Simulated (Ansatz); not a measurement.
## Run report: K, geometry relaxation

System: K (Cmmm, 5 atoms in the cell).
Method: DFT PBEsol, scalar-relativistic, plane waves, PAW, no spin polarisation (Ansatz 0.2.0).

The structure derives from an entry of the Crystallography Open Database.

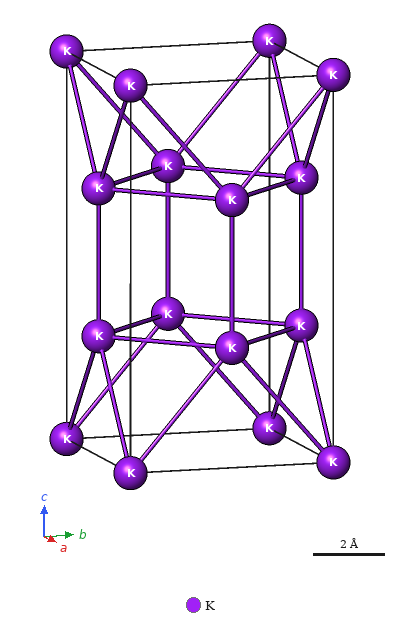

Fig. 1: The starting structure (ball-and-stick view of the cell of the calculation, seen slightly off an axis). An atom can appear more than once, as a periodic image. Near neighbours in the periodic cell (some may lie outside the picture): K has 7 K at 4.25 to 4.58 Å; K has 8 K at 4.58 Å.

The input:
```yaml
crystal:
  lattice:
    - [4.2651245717, -4.2588285791, 0.0]
    - [4.2651245717, 4.2588285791, 0.0]
    - [0.0, 0.0, 11.1454937549]
  atoms:
    - { symbol: K, position: [0.5, 0.0, 0.3092481955] }
    - { symbol: K, position: [0.0, 0.5, 0.6907518045] }
    - { symbol: K, position: [0.0, 0.5, 0.3092481955] }
    - { symbol: K, position: [0.5, 0.0, 0.6907518045] }
    - { symbol: K, position: [0.0, 0.0, 0.0] }
basis:
  ecutwfc: 420
kpoints:
  mp_grid: { grid: [6, 6, 4] }
hamiltonian:
  xc: pbesol
scf:
  occupations: { method: gaussian, width: 0.1 }
output:
  forces: true
  stress: true
  eigenvalues: true
  write_density: true
  write_potential: true
  elf: true
  volumetric_format: npy
relax:
  adjacent_minimum: "off"
  f_tol: 0.005
  max_steps: 80
  cell: { stress_tol: 0.05 }
```

Run on 1 thread of Arm Neoverse V1, 24 GiB of memory available, shared host.

Run as:
```bash
ansatz run input.yaml --threads 1 --pin off --max-ram 2560MiB --backend cpu --events-out ev --progress --plain --runs-dir out
```

Log:
```
Engine: ansatz 0.2.0, aarch64-unknown-linux-gnu
Pseudopotentials: kind: paw
Pseudopotential: K, paw, valence charge 9, recommended cutoff 420 eV (normal), K.paw.azcp
Functional definition: PBEsol
  exchange = pbesol_x
  correlation = pbesol_c
Crystal: 5 atoms, lattice volume = 404.903 Å³
Basis set: ecut = 420 eV, 7921 PW (Γ), exchange–correlation on 90×90×150 points (8 copies of the dense FFT grid, shifted against one another)
Bands: 28, of which v1, the nominal top of the filled ones, is band 23 counted from 1 (22 counted from 0)
Symmetry: 8 space group operations
Space group: Cmmm (ITA 65), of the structure as read, at distance tolerance 7.4e-5 Å
k-points: 39 of 144
Non-local potential: K, projectors of the file, l = 0: 3, l = 1: 2, l = 2: 2
PAW form: soft (Blöchl's): semilocal exchange-correlation on the pseudo side does not see the compensation charge
PAW frozen core: K, regenerated for the run's functional, and the local potential with it (the file was generated under x = pbe(κ = 0.804, μ = 0.2195149727645171), c = pbe(β = 0.06672455060314922))
PAW one-centre angular grid: K, 110 points (default); XC on 64 Gauss nodes
Initial density: superposition of atomic densities (neutral atoms: chi_scale 0, normalization atom), corrected by the library's trained network
Initial wavefunctions: pseudopotential atomic-orbital guess
Functional: x = pbesol(κ = 0.804, μ = 0.12345679012345678), c = pbesol(β = 0.046)
SCF iter   1: F=—  HF=-7579.561757 eV  |F-HF|=—  |Δ(HF+E_count)|=         —  Δρ=1.07e-3  dr2=6.39e-3  ethr=1.77e-3  ⟨swp⟩=7.2  Hψ=5019  notcnv=0
preconditioner: auto → LDOS  [metal: Δε(μ)=0.026 eV  Ē_g=1.881 eV  σ=0.100 eV  W_gap=0.14  n_scr=46 (ndim 8)  ℏωp=4.1 eV  f_vac=0.010  D(μ)=5.13/eV (n_scr^D=20)  β→1.0]
SCF iter   2: F=—  HF=-7579.562467 eV  |F-HF|=—  |Δ(HF+E_count)|=   7.10e-4  Δρ=3.15e-4  dr2=6.11e-4  ethr=1.42e-5  ⟨swp⟩=2.9  Hψ=2486  notcnv=0
preconditioner: auto → Kerker (q_TF=auto, 1.892 Å⁻¹)  [metal: Δε(μ)=0.041 eV  Ē_g=1.881 eV  σ=0.100 eV  W_gap=0.22  n_scr=46 (ndim 8)  ℏωp=4.1 eV  f_vac=0.009  D(μ)=5.21/eV (n_scr^D=20)  β→0.5]
SCF iter   3: F=—  HF=-7579.562349 eV  |F-HF|=—  |Δ(HF+E_count)|=   1.19e-4  Δρ=8.68e-5  dr2=1.56e-4  ethr=1.36e-6  ⟨swp⟩=2.9  Hψ=2146  notcnv=0
SCF iter   4: F=—  HF=-7579.562328 eV  |F-HF|=—  |Δ(HF+E_count)|=   2.07e-5  Δρ=3.57e-5  dr2=1.47e-5  ethr=3.46e-7  ⟨swp⟩=1.9  Hψ=1147  notcnv=0
SCF iter   5: F=—  HF=-7579.562171 eV  |F-HF|=—  |Δ(HF+E_count)|=   1.57e-4  Δρ=9.78e-6  dr2=1.76e-6  ethr=3.26e-8  ⟨swp⟩=2.1  Hψ=1265  notcnv=0
SCF iter   6: F=—  HF=-7579.562171 eV  |F-HF|=—  |Δ(HF+E_count)|=   1.57e-7  Δρ=4.44e-6  dr2=3.66e-7  ethr=3.92e-9  ⟨swp⟩=1.9  Hψ=1133  notcnv=0
SCF iter   7: F=-7579.562171 eV  HF=-7579.562171 eV  |F-HF|=4.96e-9  |Δ(HF+E_count)|=   7.00e-8  Δρ=1.35e-6  dr2=1.39e-8  ethr=2.22e-10  ⟨swp⟩=13.4  Hψ=7512  notcnv=0
SCF 1 converged in 7 iterations: F = -7579.562171 eV  dr2 = 1.39e-8
  greatest PAW one-centre occupation: 0.987 electrons in one spin orbital (limit 2), on the K atom at site 3 (counted from 0), in its partial waves of l = 0
relax step   1: F+E_penalty+E_count = -7579.56217071 eV  Δ(F+E_penalty+E_count) = +0.000e0 eV  max|allowed force component| = 4.436e-4 eV/Å  Δτ_max = 0.0000 Å  P = -0.001 GPa  Ω = 404.903 Å³  (7 SCF iters, dr2 threshold 1.00e-7 eV, accepted)
Initial density: handed on by an earlier stage of this run
Initial wavefunctions: pseudopotential atomic-orbital guess (no wavefunctions were taken with the density)
iter 1 solved again at ethr=2.01e-7 eV; its pass at ethr=3.10e-3 eV (dr2=9.04e-5 eV) is discarded
SCF iter   1: F=—  HF=-7579.562330 eV  |F-HF|=—  |Δ(HF+E_count)|=         —  Δρ=1.44e-6  dr2=1.90e-8  ethr=2.01e-7  ⟨swp⟩=5.1  Hψ=7993  notcnv=0
eigensolver tolerance schedule: the retry pair's looser diagonalisation over-reported the residual by 4765.44 of it (diagonalisation noise at 0.45 of the residual, at the tolerance the schedule requests for it); recorded, not acted on — ethr = c·dr2/N_el stays at c = 1.0e-1
preconditioner: auto → Kerker (q_TF=auto, 1.892 Å⁻¹)  [metal: Δε(μ)=0.043 eV  Ē_g=1.881 eV  σ=0.100 eV  W_gap=0.24  n_scr=46 (ndim 8)  ℏωp=4.1 eV  f_vac=0.009  D(μ)=5.23/eV (n_scr^D=20)]
SCF iter   2: F=—  HF=-7579.562171 eV  |F-HF|=—  |Δ(HF+E_count)|=   1.59e-4  Δρ=8.51e-7  dr2=7.77e-9  ethr=4.22e-11  ⟨swp⟩=3.0  Hψ=2153  notcnv=0
SCF iter   3: F=—  HF=-7579.562171 eV  |F-HF|=—  |Δ(HF+E_count)|=   3.24e-9  Δρ=3.42e-7  dr2=2.12e-9  ethr=1.73e-11  ⟨swp⟩=2.0  Hψ=1189  notcnv=0
SCF iter   4: F=—  HF=-7579.562171 eV  |F-HF|=—  |Δ(HF+E_count)|=  2.22e-10  Δρ=1.62e-7  dr2=2.56e-10  ethr=4.70e-12  ⟨swp⟩=2.0  Hψ=1190  notcnv=0
SCF iter   5: F=-7579.562171 eV  HF=-7579.562171 eV  |F-HF|=9.09e-13  |Δ(HF+E_count)|=  2.36e-11  Δρ=4.08e-8  dr2=1.98e-11  ethr=1.00e-12  ⟨swp⟩=6.1  Hψ=5246  notcnv=0
SCF 2 converged in 5 iterations: F = -7579.562171 eV  dr2 = 1.98e-11
relax step   2: F+E_penalty+E_count = -7579.56217071 eV  Δ(F+E_penalty+E_count) = -2.118e-9 eV  max|allowed force component| = 4.485e-4 eV/Å  Δτ_max = 0.0000 Å  P = -0.001 GPa  Ω = 404.903 Å³  stress off target by 7.95e-3 GPa  SCF on the basis re-selected at this cell (its energy is not comparable with the rows above)  (5 SCF iters)
```

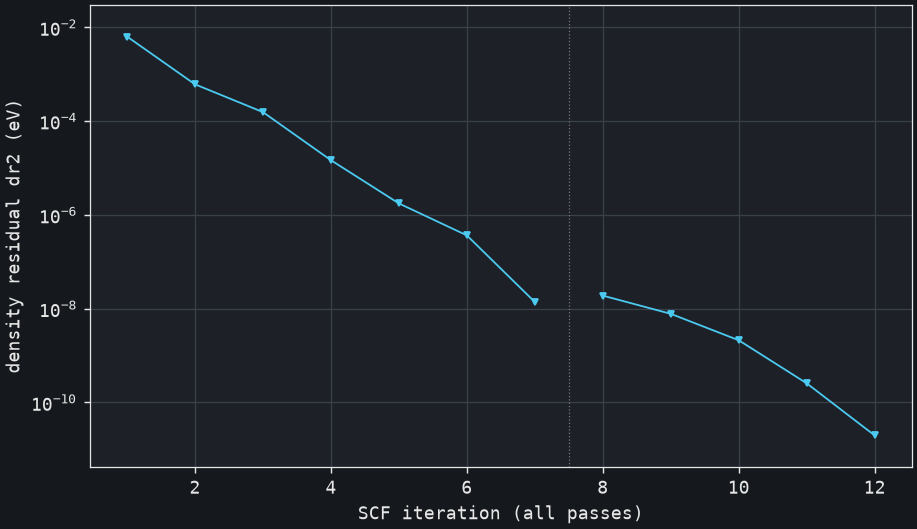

Fig. 2: Convergence of the self-consistent field: density residual dr2 against the SCF iteration. The dotted lines part the SCF passes of the relaxation: geometry steps, rejected trials and re-solves on a re-selected basis. The passes take 7 and 5 iterations.

```
basis re-selected at this cell: Δ(F+E_penalty+E_count) = -2.118e-9 eV, ΔP = +0.000 GPa vs the last step (what re-selecting the basis moved, of the pressure what is left beyond the Pulay correction that the steps carried, after the strain that the cell walked since its last selection, with what the two solves' SCF thresholds leave and, on support functions, any second-order correction that the steps lacked; it is no measure of the basis error at this ecutwfc). This SCF's stress stands 7.95e-3 GPa from its target on what of the cell is left free (relax.cell.stress_tol is 5.00e-2 GPa) and its largest allowed force component is 4.48e-4 eV/Å (relax.f_tol is 5.00e-3 eV/Å): within both
SCF converged after 5 iterations
Free energy (F): -7579.562171 eV
Harris-Foulkes:  -7579.562171 eV  (|F-HF|=9.09e-13)
Internal energy: -7579.536010 eV  (E = F + TS)
E sigma→0 (E₀):  -7579.549091 eV
Entropy (-TS):   -0.026160 eV (-5.232 meV/atom)
Fermi energy:    1.398599 eV
--- Per-component energies (eV) ---
  E_band       = -735.387170
  E_kinetic    = 1259.021195
  E_local      = -4012.617327  (includes V_loc(G=0)·N_el)
  E_nonlocal   = 69.330720
  E_hartree    = 1451.809136
  E_xc         = -659.284793
  E_vxc        = -807.597673  (∫ρ·V_xc dr)
  E_paw        = -3809.104812  (= ΣΔE_a)
  E_vpaw       = -147.142388  (= ΣTr[D̂ρ^β])
  E_aug_tail   = -0.000016  (compensation charges beyond the density's cutoff)
  E_ewald      = -1879.229540
  E_core_change = 0.539426  (= ΣΔE_core)
  E_smearing   = -0.026160  (= −TS)
  E_closure    = -0.000000  (closes the sum)
  Σ components = -7579.562171   (vs F -7579.562171, Δ=0.00e0)
--- Forces (eV/Å), atoms counted from 1 ---
  atom   1  K      0.00000000     0.00000000    -0.00044846
  atom   2  K      0.00000000     0.00000000     0.00044846
  atom   3  K      0.00000000     0.00000000    -0.00044846
  atom   4  K      0.00000000     0.00000000     0.00044846
  atom   5  K     -0.00000000     0.00000000     0.00000000
  max |Σ_I F_I| component: 2.71e-20 eV/Å
--- Stress (GPa, compression-positive) ---
       -0.007952       0.000000       0.000000
        0.000000       0.001612       0.000000
        0.000000       0.000000       0.002713
  P = ⅓ Tr σ = -0.0012 GPa (-0.012 kbar)
--- Band table (eV; the first three rows and the last of 39) ---
  k-point 0: bands = ["-30.8075", "-30.8049", "-30.7977", "-30.7953", "-30.7797", "-14.3928", "-14.3917", "-14.3854", "-14.3843", "-14.3839", "-14.3624", "-14.3520", "-14.3260", "-14.3259", "-14.3176", "-14.3051", "-14.3049", "-14.3036", "-14.3033", "-14.3002", "-0.6891", "0.4582", "0.8410", "2.4966", "3.1754", "3.2553", "3.4460", "3.5799"]
  k-point 1: bands = ["-30.8074", "-30.8049", "-30.7977", "-30.7953", "-30.7797", "-14.3921", "-14.3909", "-14.3882", "-14.3862", "-14.3851", "-14.3623", "-14.3441", "-14.3257", "-14.3256", "-14.3177", "-14.3068", "-14.3065", "-14.3039", "-14.3022", "-14.3019", "-0.6078", "0.0711", "1.3475", "2.5254", "2.9153", "3.0710", "3.3369", "3.5858"]
  k-point 2: bands = ["-30.8074", "-30.8050", "-30.7977", "-30.7953", "-30.7797", "-14.3914", "-14.3911", "-14.3900", "-14.3872", "-14.3861", "-14.3622", "-14.3356", "-14.3254", "-14.3253", "-14.3177", "-14.3091", "-14.3077", "-14.3074", "-14.3014", "-14.3011", "-0.4350", "-0.2500", "2.0304", "2.1265", "2.6708", "2.9487", "3.4627", "3.5928"]
  k-point 38: bands = ["-30.8025", "-30.8024", "-30.8001", "-30.8000", "-30.7798", "-14.4064", "-14.4053", "-14.4001", "-14.3923", "-14.3727", "-14.3725", "-14.3441", "-14.3440", "-14.3092", "-14.3092", "-14.3091", "-14.3041", "-14.3002", "-14.2953", "-14.2913", "1.5685", "1.6207", "1.6279", "1.6871", "1.7743", "1.9034", "1.9101", "2.0213"]
--- Relaxed structure (1 steps of the walk, 1 accepted, 1 SCFs on fresh bases) ---
  F+E_penalty+E_count = -7579.56217071 eV   max|allowed force component| = 4.485e-4 eV/Å   (the final SCF, on the basis selected at the relaxed cell)
  cell:  # Å, volume = 404.9032 Å³
    - [4.2651245717, -4.2588285791, 0.0]
    - [4.2651245717, 4.2588285791, 0.0]
    - [0.0, 0.0, 11.1454937549]
  atoms:
    - { symbol: K, position: [0.5, 0.0, 0.3092481955] }
    - { symbol: K, position: [0.0, 0.5, 0.6907518045000001] }
    - { symbol: K, position: [0.0, 0.5, 0.3092481955] }
    - { symbol: K, position: [0.5, 0.0, 0.6907518045000001] }
    - { symbol: K, position: [0.0, 0.0, 0.0] }
```

Trajectory as extended XYZ (Å, eV, eV/Å), 2 frames, from step=1 to step=2:
```
5
Lattice="4.2651 -4.2588 0.0000 4.2651 4.2588 0.0000 0.0000 0.0000 11.1455" Properties=species:S:1:pos:R:3:forces:R:3 step=1 energy=-7579.56217 pressure_GPa=-0.00
K     2.1326   -2.1294    3.4467    0.0000   0.0000  -0.0004
K     2.1326    2.1294    7.6988    0.0000   0.0000   0.0004
K     2.1326    2.1294    3.4467    0.0000   0.0000  -0.0004
K     2.1326   -2.1294    7.6988    0.0000   0.0000   0.0004
K     0.0000    0.0000    0.0000    0.0000   0.0000   0.0000
5
Lattice="4.2651 -4.2588 0.0000 4.2651 4.2588 0.0000 0.0000 0.0000 11.1455" Properties=species:S:1:pos:R:3:forces:R:3 step=2 energy=-7579.56217 pressure_GPa=-0.00
K     2.1326   -2.1294    3.4467    0.0000   0.0000  -0.0004
K     2.1326    2.1294    7.6988    0.0000   0.0000   0.0004
K     2.1326    2.1294    3.4467    0.0000   0.0000  -0.0004
K     2.1326   -2.1294    7.6988    0.0000   0.0000   0.0004
K     0.0000    0.0000    0.0000    0.0000   0.0000   0.0000
```

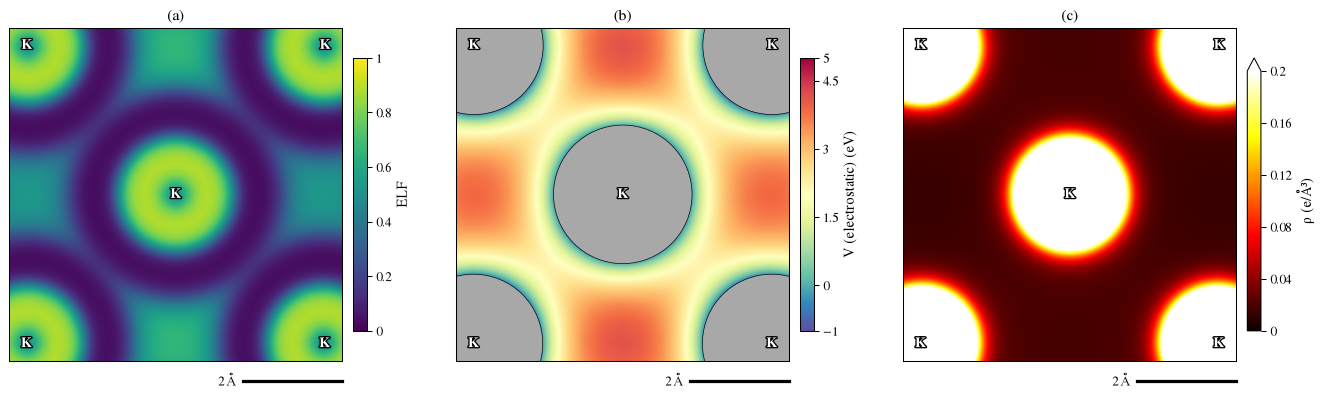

Fig. 3: (a) ELF; (b) electrostatic potential (local pseudopotential plus Hartree) felt by an electron; (c) valence pseudo-density on the (001) plane of the conventional cell. Grey discs, where drawn, cover atomic cores. The section cuts through K sites. K–K (4.27 Å): ρ is about 0.02 e/Å³ halfway; the ELF is about 0.15 at the midpoint; no localised pair between them. Away from the nuclei the density in this plane falls to 0.01 e/Å³ at its lowest. The strong features right at K lie inside the PAW spheres (semicore, d or f shells) and say nothing about bonding. Outside the cores the potential energy rises away from the atoms and is highest about 3.0 Å from the nearest atoms; outside the discs it spans about 4 eV, and its zero is arbitrary. In a PAW calculation such maps are meaningful between the atoms, not at the nuclei.

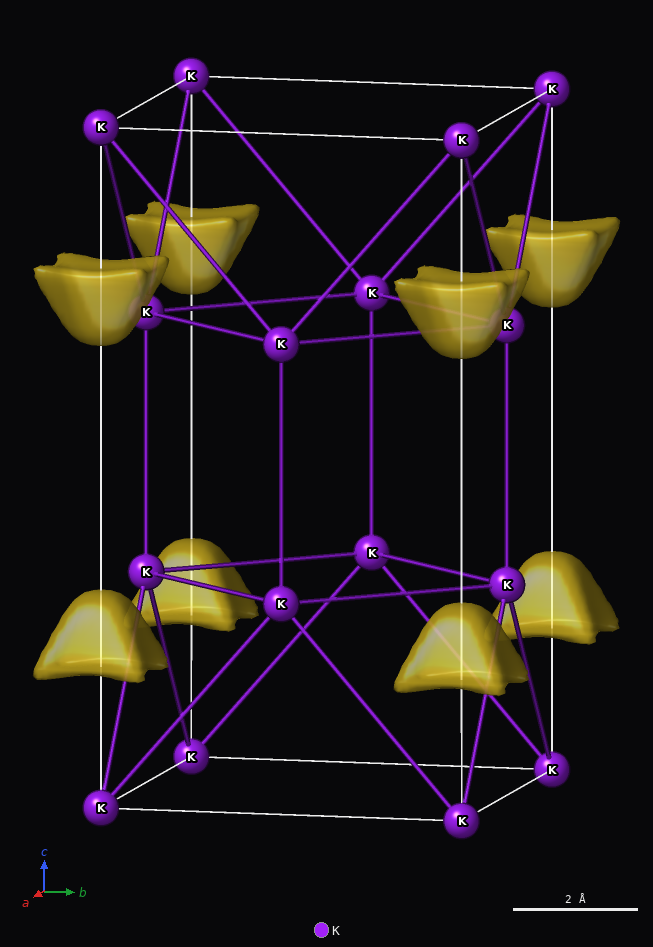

Fig. 4: Isosurface of the ELF at 0.6 (yellow), seen slightly off an axis. Core shells and regions of very low density are left out. Sticks mark near contacts. The outline is the cell set on symmetry axes. Values along the shortest contacts: K–K (4.25 Å): the ELF is about 0.10 at the midpoint; no localised pair between them. K–K (4.58 Å): the ELF is about 0.35 at the midpoint (no localised pair between them).

Summary:

- outcome: converged
- space group (tolerance 0.01 Å): Cmmm (65)
- electrons treated: 45
- free energy: −7579.5622 eV
- Fermi energy: 1.399 eV
- gap on the k-point mesh: none (metallic)
- pressure: 0.00 GPa
- final volume: 404.90 Å³
- largest force (length of the vector) at the end: under 0.001 eV/Å
- final cell: a = 6.027 Å, b = 6.027 Å, c = 11.145 Å, α = 90.00°, β = 90.00°, γ = 89.92°
- wall time: 58 s
- peak memory: 0.68 GiB
